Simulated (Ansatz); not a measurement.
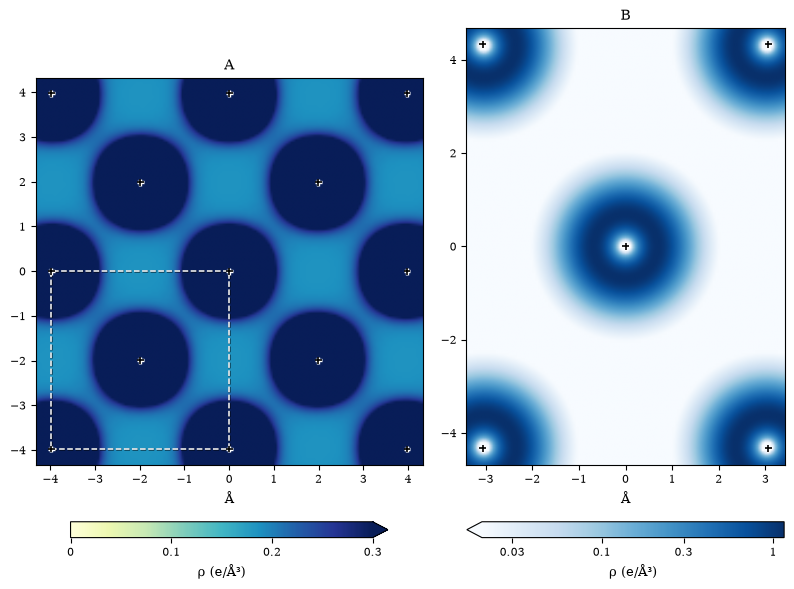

The valence charge density (pseudo) of 2 systems, each on a plane through atoms (crosses mark nuclei in the plane).

The calculation used DFT, LDA, PAW with Ansatz's default frozen-core files, scalar-relativistic (Ansatz 0.2.0).

System 1: Cs, the (101) plane of the conventional cell. Space group Im-3m; computed without spin polarisation.

```
CELL_PARAMETERS angstrom
6.12455 0.00000 0.00000
0.00000 6.12455 0.00000
0.00000 0.00000 6.12455
ATOMIC_POSITIONS crystal
Cs 0.00000 0.00000 0.00000
Cs 0.50000 0.50000 0.50000
```

System 2: Ti, the (010) plane of the conventional cell. Space group Fm-3m; computed pressure about 2 GPa in this cell; computed without spin polarisation.

```
Ti
1.0
     3.97712    0.00000    0.00000
     0.00000    3.97712    0.00000
     0.00000    0.00000    3.97712
Ti
4
Cartesian
  0.0000 0.0000 0.0000
  1.9886 1.9886 0.0000
  1.9886 0.0000 1.9886
  0.0000 1.9886 1.9886
```

Match each panel to its system.

Answer. Panel A is system 2, Ti: the plane holds Ti. Ti–Ti (2.81 Å): ρ is about 0.21 e/Å³ halfway. Panel B is system 1, Cs: the plane holds Cs. Cs–Cs (5.30 Å): ρ is about 0.01 e/Å³ halfway.
